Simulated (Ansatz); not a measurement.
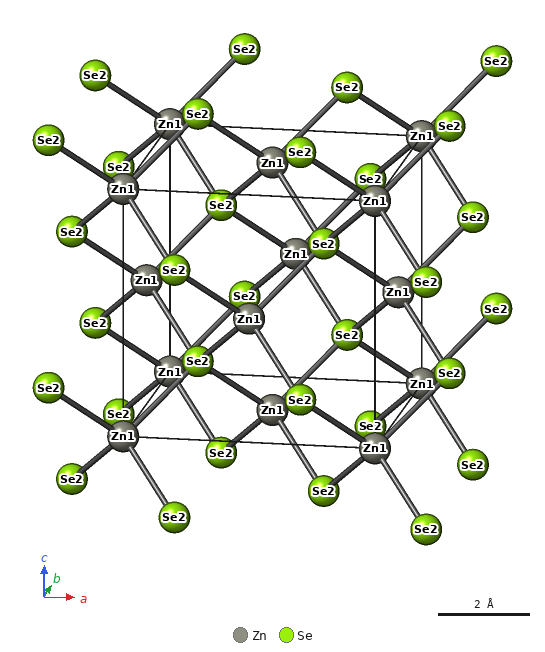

Reference structure: a symmetric starting cell of ZnSe. Style: ball-and-stick. Shown: the conventional cell (4 times the calculation's cell), slightly off an axis. Lengths and directions refer to the drawn axes.

Computed with DFT PBEsol, scalar-relativistic, plane waves, PAW (Ansatz). Set-up: plane-wave cutoff 420 eV; k-point mesh 8 × 8 × 8; occupations gaussian; smearing width 0.02 eV; no spin polarisation.

The variant: All lengths are scaled by −2.2 % (volume −6.4 %), the atoms keeping their fractional coordinates. No relaxation follows. The starting cell wasn't computed here and needn't be at equilibrium, so pressure and forces aren't due to the change alone.

Q: What does the calculation give for the changed structure?

A: The pressure is 3.5 GPa (not all of it need come from the change, since the unchanged cell can be under pressure at this level too). All forces vanish by symmetry. Some distances before and after: Se–Zn 2.454 → 2.401 Å. The space group stays F-43m (No. 216).

Drawn alike, the variant:

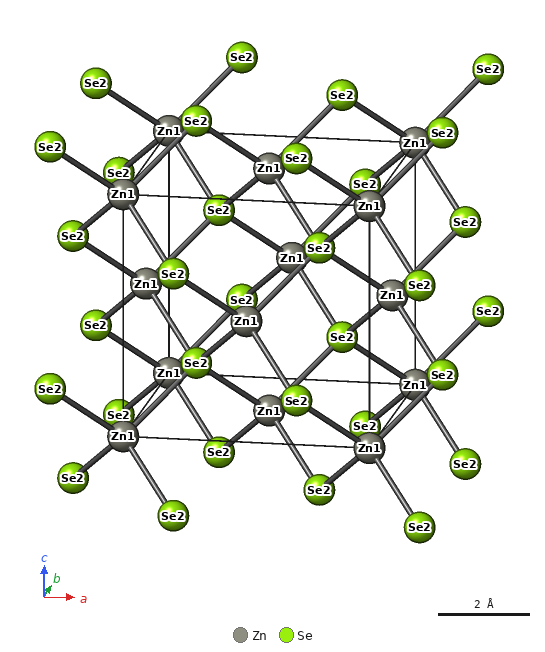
